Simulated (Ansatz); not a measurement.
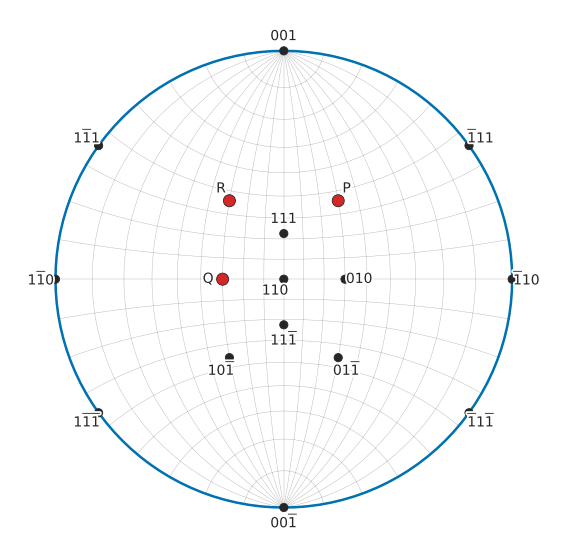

Crystal: MgO, the geometry relaxed with Ansatz, DFT, HSE06, plane waves, PAW; the starting structure was generated, so it need not be a known form of this composition. Stereographic projection of plane normals (upper hemisphere) centred on (1 1 0). All values are computed from the atomic coordinates in the standard setting (tolerance 0.002 Å).

a = 3.484 Å, b = 3.484 Å, c = 4.184 Å, α = 90.00°, β = 90.00°, γ = 120.00°.

**Index the poles marked P, Q, R.**

P is (0 1 1), in four indices (0 1 −1 1), 45.4° from the centre; Q is (1 0 0), in four indices (1 0 −1 0), 30.0° from the centre; R is (1 0 1), in four indices (1 0 −1 1), 45.4° from the centre.

**Which zone does the coloured great circle trace?**

The zone [1 1 0]: its poles satisfy h + k = 0.

**What is the angle between the normals of (1 −1 1) and (1 −1 0), and what are their d_hkl = 1/|g|?**

35.8°; d = 2.447 Å and 3.017 Å.
